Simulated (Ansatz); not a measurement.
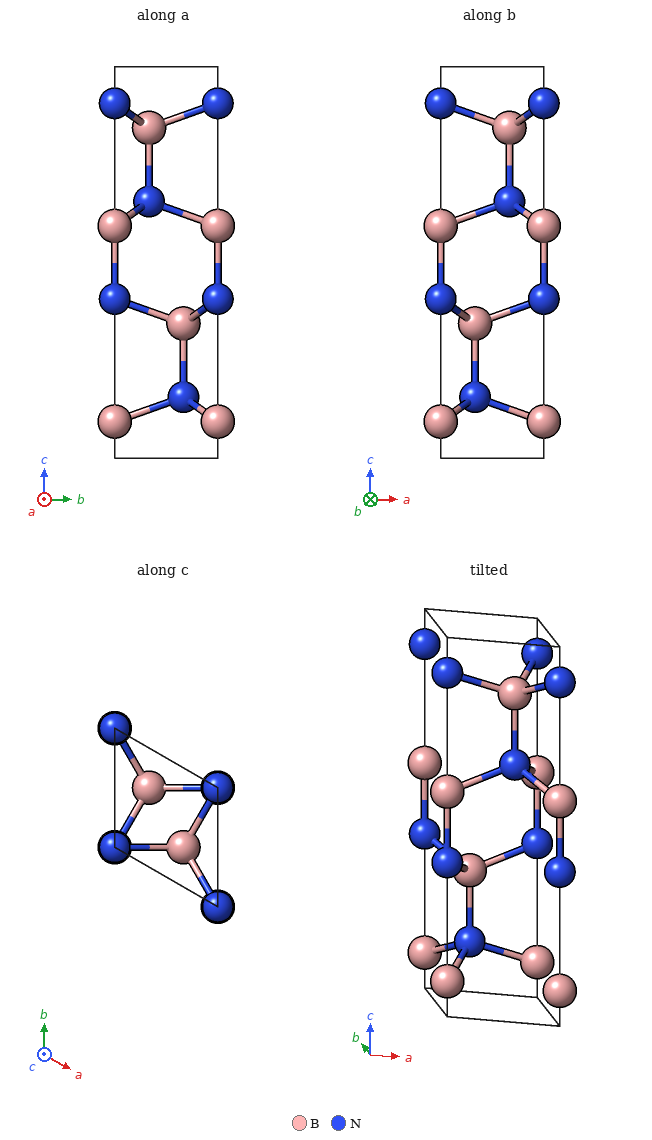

Shown here is a ball-and-stick view of the crystal, taken along the a axis, along the b axis, along the c axis and slightly off an axis. The frame is the conventional unit cell; atoms at its boundary are shown with their periodic copies.

Lattice parameters: a = 2.5588 Å, b = 2.5588 Å, c = 8.4086 Å, α = 90.000°, β = 90.000°, γ = 120.000°.

> Turn the picture into a CIF in P1 with every atom of the cell, with free fractional coordinates to two decimals.

```cif
data_structure
_symmetry_space_group_name_H-M 'P 1'
_symmetry_Int_Tables_number 1
_cell_length_a 2.5588
_cell_length_b 2.5588
_cell_length_c 8.4086
_cell_angle_alpha 90.000
_cell_angle_beta 90.000
_cell_angle_gamma 120.000
_cell_volume 47.68
loop_
_atom_site_label
_atom_site_type_symbol
_atom_site_fract_x
_atom_site_fract_y
_atom_site_fract_z
_atom_site_occupancy
B1 B 0.00 0.00 0.09 1
B2 B 0.00 0.00 0.59 1
B3 B 0.3333 0.6667 0.34 1
B4 B 0.6667 0.3333 0.84 1
N1 N 0.00 0.00 0.41 1
N2 N 0.00 0.00 0.91 1
N3 N 0.3333 0.6667 0.16 1
N4 N 0.6667 0.3333 0.66 1
```

The starting point was a structure type filled with these elements by a generator (whether the compound takes this form wasn't checked). The final geometry of a relaxation with DFT PBE, scalar-relativistic, plane waves, PAW (Ansatz 0.2.0) is shown.
